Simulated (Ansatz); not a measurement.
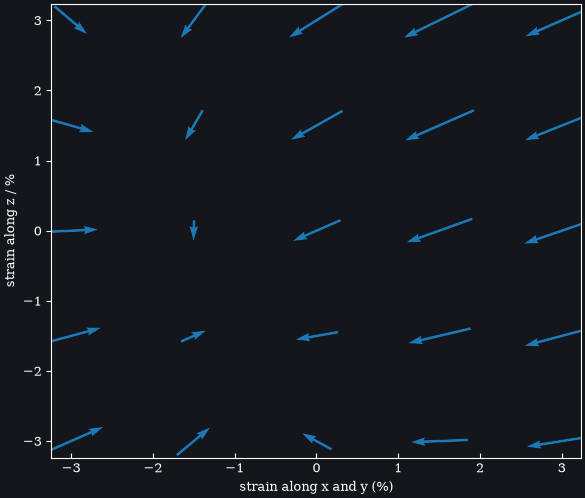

Ir (P6_3/mmc, No. 194; 2 atoms in the cell). The cell is strained homogeneously, by one strain along x and y and another along z, with fractional coordinates fixed (x along [1 0 0], z along [0 0 1] of the conventional cell). First axis: strain along x and y. Second axis: strain along z. Grid: 5 × 5 points. Points are written as (first, second). The reference cell is the one listed in the database, not relaxed at this level. These are results of Ansatz, DFT PBEsol, scalar-relativistic, plane waves, PAW, not measurements. Settings: cutoff 420 eV, k-mesh 18×18×12 in the order of the run's cell vectors, gaussian smearing 0.15 eV, no spin polarisation.

The picture shows arrows along the force (downhill), their lengths compressed.

The arrows alone are given. Where is the energy lowest?

Answer. The arrows converge at about (−1.2 %, −1.2 %) (read from the interpolated surface).

The energy map of the same scan:

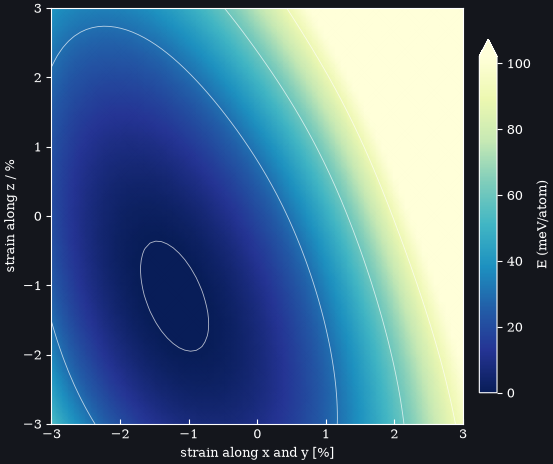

Energies are in meV/atom, from the lowest grid point; between grid points the surface is interpolated.
